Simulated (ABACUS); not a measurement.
Band-structure run, with input and output: InPd (part 2 of 2)

The same run, continued: InPd (Pm-3m, 2 atoms in the cell); Kohn-Sham DFT of a periodic cell, PBE, SPMS ONCV 1.0 PBE, no spin polarisation (ABACUS 3.10.1); cutoff 1360.57 eV, 7×7×7 k-mesh, fermi-dirac of 0.05 eV. The structure derives from a Materials Project entry.

Geometry of the input (Å; fractional positions):
```
3.2719  0.0000  0.0000
0.0000  3.2719  0.0000
0.0000  0.0000  3.2719
In 0.0000  0.0000  0.0000
Pd 0.5000  0.5000  0.5000
```

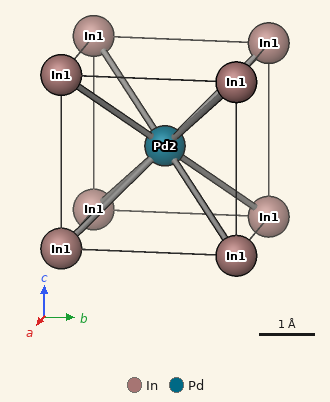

*The structure as given in the input (ball-and-stick view of the cell of the calculation, seen slightly off an axis; atoms are numbered from 1 in the order of the input).*

The program's output, continued
```
----------------------------------------------------------
 E_KohnSham     -390.0582226201      -5307.0143793854
 E_Harris       -390.0526488858      -5306.9385448408
 E_Fermi        1.3203033422         17.9636485424
----------------------------------------------------------

 LCAO ALGORITHM --------------- ION=   1  ELEC=   7--------------------------------

 Density error is 7.81716997948e-06
----------------------------------------------------------
     Energy           Rydberg                 eV
----------------------------------------------------------
 E_KohnSham     -390.0582226657      -5307.0143800056
 E_Harris       -390.0590610117      -5307.0257862886
 E_Fermi        1.3203428100         17.9641855300
----------------------------------------------------------

 LCAO ALGORITHM --------------- ION=   1  ELEC=   8--------------------------------

 Density error is 6.63487840386e-07
----------------------------------------------------------
     Energy           Rydberg                 eV
----------------------------------------------------------
 E_KohnSham     -390.0582226663      -5307.0143800151
 E_Harris       -390.0581973495      -5307.0140355623
 E_Fermi        1.3203367536         17.9641031279
----------------------------------------------------------

 LCAO ALGORITHM --------------- ION=   1  ELEC=   9--------------------------------

 Density error is 2.22163016408e-07
----------------------------------------------------------
     Energy           Rydberg                 eV
----------------------------------------------------------
 E_KohnSham     -390.0582226663      -5307.0143800140
 E_Harris       -390.0581996038      -5307.0140662331
 E_Fermi        1.3203369361         17.9641056110
----------------------------------------------------------

 LCAO ALGORITHM --------------- ION=   1  ELEC=  10--------------------------------

 Density error is 4.34874558292e-09
----------------------------------------------------------
     Energy           Rydberg                 eV
----------------------------------------------------------
 E_KohnSham     -390.0582226663      -5307.0143800143
 E_KS(sigma->0) -390.0579857885      -5307.0111571268
 E_Harris       -390.0582221721      -5307.0143732901
 E_band         -8.4064595018        -114.3757492308
 E_one_elec     -103.1808688075      -1403.8477403724
 E_Hartree      75.4510464880        1026.5641523000
 E_xc           -75.3954657588       -1025.8079376831
 E_Ewald        -286.9324608325      -3903.9164084836
 E_entropy(-TS) -0.0004737556        -0.0064457751
 E_descf        0.0000000000         0.0000000000
 E_exx          0.0000000000         0.0000000000
 E_Fermi        1.3203370652         17.9641073677
----------------------------------------------------------

 charge density convergence is achieved
 final etot is -5307.01438 eV
 EFERMI = 17.964107368 eV

 STATE ENERGY(eV) AND OCCUPATIONS    NSPIN == 1
 1/20 kpoint (Cartesian) = 0.0000 0.0000 0.0000 (981 pws)
       1       -66.6797     0.00583090
       2       -32.5069     0.00583090
       3       -32.5069     0.00583090
       4       -32.5069     0.00583090
       5        2.65786     0.00583090
       6        2.65786     0.00583090
       7        3.05843     0.00583090
       8        3.05843     0.00583090
       9        3.05843     0.00583090
      10        7.66124     0.00583090
      11        13.9352     0.00583090
      12        13.9352     0.00583090
      13        15.4853     0.00583090
      14        15.4853     0.00583090
      15        15.4853     0.00583090
      16        22.3134    9.72685e-41
      17        22.3134    9.72685e-41
      18        22.3134    9.72685e-41
      19        27.2557    1.14755e-83
      20        28.3390        0.00000
      21        28.3390        0.00000
      22        39.5873        0.00000
      23        39.5873        0.00000
      24        39.5873        0.00000
      25        41.7427        0.00000
      26        41.7427        0.00000

 2/20 kpoint (Cartesian) = 0.043662 0.0000 0.0000 (991 pws)
       1       -66.6794      0.0349854
       2       -32.5130      0.0349854
       3       -32.5065      0.0349854
       4       -32.5065      0.0349854
       5        2.66849      0.0349854
       6        2.72360      0.0349854
       7        3.03873      0.0349854
       8        3.03873      0.0349854
       9        3.06435      0.0349854
      10        7.98142      0.0349854
      11        13.9440      0.0349854
      12        13.9737      0.0349854
      13        15.2660      0.0349854
      14        15.2660      0.0349854
      15        15.4769      0.0349854
      16        20.3056    1.60650e-22
      17        22.9233    2.94368e-45
      18        22.9233    2.94368e-45
      19        27.7144    7.14930e-87
      20        28.2353        0.00000
      21        30.5740        0.00000
      22        36.5701        0.00000
      23        36.5701        0.00000
      24        37.0872        0.00000
      25        37.7656        0.00000
      26        41.0634        0.00000

 3/20 kpoint (Cartesian) = 0.087324 0.0000 0.0000 (997 pws)
       1       -66.6787      0.0349854
       2       -32.5266      0.0349854
       3       -32.5055      0.0349854
       4       -32.5055      0.0349854
       5        2.69245      0.0349854
       6        2.87054      0.0349854
       7        2.99486      0.0349854
       8        2.99486      0.0349854
       9        3.07763      0.0349854
      10        8.94050      0.0349854
      11        13.7505      0.0349854
      12        13.9637      0.0349854
      13        14.8427      0.0349854
      14        14.8427      0.0349854
      15        15.4591      0.0349854
      16        17.7529      0.0344810
      17        24.5027    5.62645e-59
      18        24.5027    5.62645e-59
      19        27.9769        0.00000
      20        28.0586        0.00000
      21        32.8564        0.00000
      22        32.8564        0.00000
      23        33.3799        0.00000
      24        34.7978        0.00000
      25        35.8657        0.00000
      26        40.8414        0.00000

 4/20 kpoint (Cartesian) = 0.13099 0.0000 0.0000 (1010 pws)
       1       -66.6782      0.0349854
       2       -32.5376      0.0349854
       3       -32.5047      0.0349854
       4       -32.5047      0.0349854
       5        2.71173      0.0349854
       6        2.96009      0.0349854
       7        2.96009      0.0349854
       8        2.98743      0.0349854
       9        3.08824      0.0349854
      10        10.4593      0.0349854
      11        12.4272      0.0349854
      12        13.9795      0.0349854
      13        14.5518      0.0349854
      14        14.5518      0.0349854
      15        15.4460      0.0349854
      16        16.7251      0.0349854
      17        26.6270    1.99058e-77
      18        26.6270    1.99058e-77
      19        27.7458    3.80869e-87
      20        28.6859        0.00000
      21        29.7560        0.00000
      22        29.7560        0.00000
      23        31.2257        0.00000
      24        33.7709        0.00000
      25        40.4313        0.00000
      26        41.9132        0.00000

 5/20 kpoint (Cartesian) = 0.043662 0.043662 0.0000 (992 pws)
       1       -66.6791      0.0699708
       2       -32.5127      0.0699708
       3       -32.5123      0.0699708
       4       -32.5060      0.0699708
       5        2.70416      0.0699708
       6        2.76358      0.0699708
       7        3.01293      0.0699708
       8        3.03282      0.0699708
       9        3.05173      0.0699708
      10        8.29993      0.0699708
      11        13.9680      0.0699708
      12        14.0368      0.0699708
      13        15.0280      0.0699708
      14        15.1780      0.0699708
      15        15.3993      0.0699708
      16        20.7546    4.04827e-26
      17        20.8445    6.69960e-27
      18        23.4795    8.69046e-50
      19        28.0026        0.00000
      20        30.5969        0.00000
      21        30.7217        0.00000
      22        32.9163        0.00000
      23        36.0206        0.00000
      24        36.5238        0.00000
      25        37.0917        0.00000
      26        39.2676        0.00000

 6/20 kpoint (Cartesian) = 0.087324 0.043662 0.0000 (999 pws)
       1       -66.6784       0.139942
       2       -32.5261       0.139942
       3       -32.5115       0.139942
       4       -32.5050       0.139942
       5        2.73429       0.139942
       6        2.90292       0.139942
       7        2.95628       0.139942
       8        2.99085       0.139942
       9        3.05245       0.139942
      10        9.23718       0.139942
      11        13.7792       0.139942
      12        14.0787       0.139942
      13        14.7150       0.139942
      14        14.8801       0.139942
      15        15.3682       0.139942
      16        18.1078     0.00748560
      17        22.0721    2.91480e-37
      18        24.9272    4.62559e-62
      19        27.8641    1.43039e-87
      20        29.6977        0.00000
      21        31.0328        0.00000
      22        33.1076        0.00000
      23        33.5630        0.00000
      24        35.5201        0.00000
      25        37.6643        0.00000
      26        38.0191        0.00000

[... levels at 14 further k points ...]

 correction force for each atom along direction 1 is 4.54053e-15
 correction force for each atom along direction 2 is -2.81464e-15
 correction force for each atom along direction 3 is 2.43573e-14
------------------------------------------------------------------------------------------
 TOTAL-FORCE (eV/Angstrom)
------------------------------------------------------------------------------------------
                       In1         0.0000000000         0.0000000000         0.0000000000
                       Pd1         0.0000000000         0.0000000000         0.0000000000
------------------------------------------------------------------------------------------

----------------------------------------------------------------
 TOTAL-STRESS (KBAR)
----------------------------------------------------------------
        70.2083705906        -0.0000000000        -0.0000000000
        -0.0000000000        70.2083705906         0.0000000000
        -0.0000000000         0.0000000000        70.2083705906
----------------------------------------------------------------
 TOTAL-PRESSURE: 70.208371 KBAR

 --------------------------------------------
 !FINAL_ETOT_IS -5307.0143800142996042 eV
 --------------------------------------------
```

Standard output
```
ABACUS 4,Local thread limit: 256
v3.10.1

               Atomic-orbital Based Ab-initio Computation at UStc

%%%%%%%%%%%%%%%%%%%%%%%%%%%%%%%%%%%%%%%%%%%%%%%%%%%%%%%%%%%%%%%%%%%%%%%%%%%%%%%%%%%%%%%%%%%%%%%%%%%%%%%%%
 Warning: the number of valence electrons in pseudopotential > 3 for In: [Kr] 4d10 5s2 5p1
 Warning: the number of valence electrons in pseudopotential > 10 for Pd: [Kr] 4d10
 Pseudopotentials with additional electrons can yield (more) accurate outcomes, but may be less efficient.
 If you're confident that your chosen pseudopotential is appropriate, you can safely ignore this warning.
%%%%%%%%%%%%%%%%%%%%%%%%%%%%%%%%%%%%%%%%%%%%%%%%%%%%%%%%%%%%%%%%%%%%%%%%%%%%%%%%%%%%%%%%%%%%%%%%%%%%%%%%%

 UNIFORM GRID DIM        : 40 * 40 * 40
 UNIFORM GRID DIM(BIG)   : 8 * 8 * 8
 ---------------------------------------------------------
 Self-consistent calculations for electrons
 ---------------------------------------------------------
 SPIN    KPOINTS         PROCESSORS  THREADS     NBASE
 1       20              4           4           44
 ---------------------------------------------------------
 Use Systematically Improvable Atomic bases
 ---------------------------------------------------------
 ELEMENT ORBITALS        NBASE       NATOM       XC
 In      2s2p2d-8au      18          1
 Pd      3s2p2d1f-7au    26          1
 ---------------------------------------------------------
 Initial plane wave basis and FFT box
 ---------------------------------------------------------
 -------------------------------------------
 SELF-CONSISTENT :
 -------------------------------------------
 START CHARGE      : atomic
 ITER       ETOT/eV          EDIFF/eV         DRHO     TIME/s
 GE1     -5.30413004e+03   0.00000000e+00   7.6631e-02   0.86
 GE2     -5.30571474e+03  -1.58469546e+00   6.6949e-02   0.72
 GE3     -5.30700994e+03  -1.29520767e+00   5.7382e-03   0.70
 GE4     -5.30701220e+03  -2.25541639e-03   2.7115e-03   0.68
 GE5     -5.30701418e+03  -1.97692546e-03   9.0014e-04   0.80
 GE6     -5.30701438e+03  -2.03169146e-04   4.9990e-05   0.75
 GE7     -5.30701438e+03  -6.20286276e-07   7.8172e-06   0.80
 GE8     -5.30701438e+03  -9.42690422e-09   6.6349e-07   0.76
 GE9     -5.30701438e+03   1.10363379e-09   2.2216e-07   0.77
 GE10    -5.30701438e+03  -3.27145827e-10   4.3487e-09   0.76
----------------------------------------------------------------
 TOTAL-STRESS (KBAR)
----------------------------------------------------------------
        70.2083705906        -0.0000000000        -0.0000000000
        -0.0000000000        70.2083705906         0.0000000000
        -0.0000000000         0.0000000000        70.2083705906
----------------------------------------------------------------
 TOTAL-PRESSURE: 70.208371 KBAR
```

File mulliken.txt
```
 0
CALCULATE THE MULLIkEN ANALYSIS FOR EACH ATOM
 Total charge:	31
Decomposed Mulliken populations
0                             Zeta of In              Spin 1
s                                      0              1.4367
s                                      1              0.0047
SUM OVER M+Zeta                                       1.4414

pz                                     0              0.3332
px                                     0              0.9866
py                                     0              0.5437
SUM OVER M                                            1.8634
pz                                     1             -0.0124
px                                     1             -0.0159
py                                     1             -0.0219
SUM OVER M                                           -0.0502
SUM OVER M+Zeta                                       1.8133

dz^2                                   0              1.9940
dxz                                    0              1.9917
dyz                                    0              1.9910
dx^2-y^2                               0              1.9960
dxy                                    0              1.9885
SUM OVER M                                            9.9613
dz^2                                   1              0.0174
dxz                                    1              0.0670
dyz                                    1              0.0607
dx^2-y^2                               1              0.0236
dxy                                    1              0.0745
SUM OVER M                                            0.2432
SUM OVER M+Zeta                                      10.2045

SUM OVER M+Zeta+L                                    13.4592

Total Charge on atom:                 In             13.4592


1                             Zeta of Pd              Spin 1
s                                      0              1.9834
s                                      1              0.2821
s                                      2             -0.0106
SUM OVER M+Zeta                                       2.2550

pz                                     0              1.9995
px                                     0              1.9994
py                                     0              1.9995
SUM OVER M                                            5.9984
pz                                     1              0.0063
px                                     1              0.0188
py                                     1              0.0109
SUM OVER M                                            0.0360
SUM OVER M+Zeta                                       6.0344

dz^2                                   0              1.8841
dxz                                    0              1.8295
dyz                                    0              1.8795
dx^2-y^2                               0              1.8577
dxy                                    0              1.7293
SUM OVER M                                            9.1800
dz^2                                   1              0.0033
dxz                                    1              0.0093
dyz                                    1              0.0144
dx^2-y^2                               1              0.0106
dxy                                    1              0.0022
SUM OVER M                                            0.0398
SUM OVER M+Zeta                                       9.2198

fz^3                                   0              0.0042
fxz^2                                  0              0.0063
fyz^2                                  0              0.0046
fzx^2-zy^2                             0              0.0014
fxyz                                   0              0.0065
fx^3-3*xy^2                            0              0.0050
f3yx^2-y^3                             0              0.0036
SUM OVER M                                            0.0317
SUM OVER M+Zeta                                       0.0317

SUM OVER M+Zeta+L                                    17.5408

Total Charge on atom:                 Pd             17.5408
```

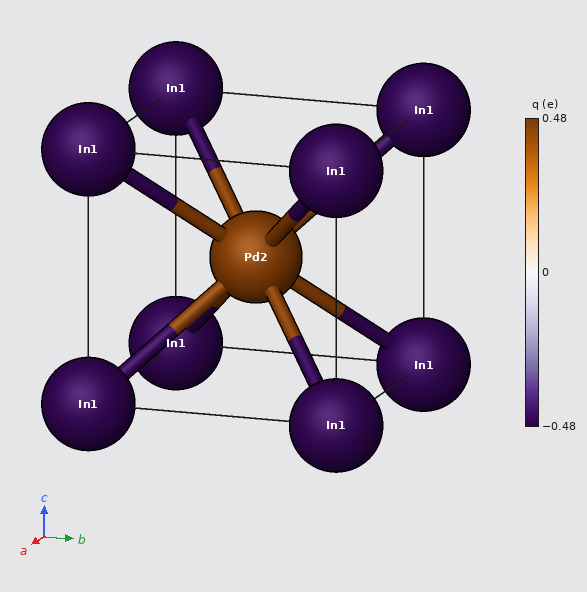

*Mulliken charges, as the colour of each atom (ball-and-stick view of the cell of the calculation, seen slightly off an axis; atoms are numbered from 1 in the order of the input).*

By element: In −0.46 and Pd +0.46 e.

Summary

```csv
quantity,value
outcome,converged
space group (tolerance 0.01 Å),Pm-3m (221)
electrons treated,31
free energy,−5307.0144 eV
Fermi energy of the self-consistent step,17.964 eV
gap on the k-point mesh,none (metallic)
pressure,7.02 GPa
largest force (length of the vector),under 0.001 eV/Å
wall time,12 s (CPU time 42 s)
peak memory,0.44 GiB
```

Notes

Points of doubt noted for this run: home made orbitals. The cell is under a pressure of 7.0 GPa at this level, so it is not at its equilibrium volume.
